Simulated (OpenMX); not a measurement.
Consider Pb.

Input file:

```
System.CurrrentDirectory             ./
System.Name                          Pb
DATA.PATH                            ./DFT_DATA13
level.of.stdout                      1
level.of.fileout                     1
Species.Number                       1
<Definition.of.Atomic.Species
  Pb  Pb8.0-s3p2d2f1         Pb_PBE13
Definition.of.Atomic.Species>

Atoms.Number                         1
Atoms.SpeciesAndCoordinates.Unit     FRAC
<Atoms.SpeciesAndCoordinates
    1  Pb    0.0000000000    0.0000000000    0.0000000000   7.000  7.000
Atoms.SpeciesAndCoordinates>

Atoms.UnitVectors.Unit               Ang
<Atoms.UnitVectors
     0.0000000000    2.3760192000    2.4750200000
     2.3760192000    0.0000000000    2.4750200000
     2.3760192000    2.3760192000    0.0000000000
Atoms.UnitVectors>

scf.XcType                           GGA-PBE
scf.SpinPolarization                 off
scf.ElectronicTemperature            580.226
scf.energycutoff                     500.0
scf.maxIter                          100
scf.EigenvalueSolver                 band
scf.Kgrid                            7 7 7
scf.Mixing.Type                      rmm-diisk
scf.Init.Mixing.Weight               0.05
scf.Min.Mixing.Weight                0.001
scf.Max.Mixing.Weight                0.3
scf.Mixing.History                   25
scf.Mixing.StartPulay                8
scf.criterion                        1.0e-8
scf.stress.tensor                    on
MD.Type                              nomd
```

Run with:

```sh
openmx Pb.dat -nt 1 > Pb.std
```

Below, planes, directions and counts refer to the conventional cell (a = 3.36 Å, b = 3.36 Å, c = 4.95 Å, α = 90.00°, β = 90.00°, γ = 90.00°).

Space group I4/mmm; computed pressure about 9 GPa in this cell.

Theory: Kohn-Sham DFT of a periodic cell, PBE, OpenMX 2013 PBE set (OpenMX).

**Predict the valence pseudo-density between the atoms.**

Pb–Pb (3.36 Å): the density is about 0.15 e/Å³ at the midpoint.
Pb–Pb (3.43 Å): the density is about 0.13 e/Å³ at the midpoint.

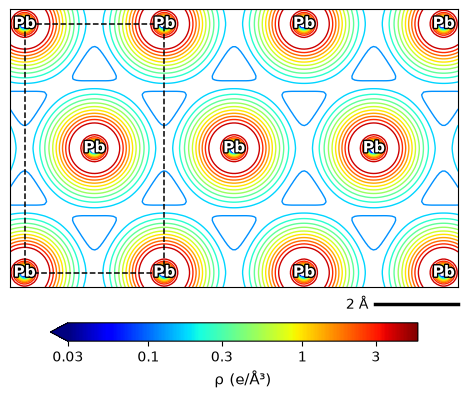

Computed valence pseudo-density on the (011) plane of the conventional cell. 

In a pseudopotential calculation such maps are meaningful between the atoms, not at the nuclei.
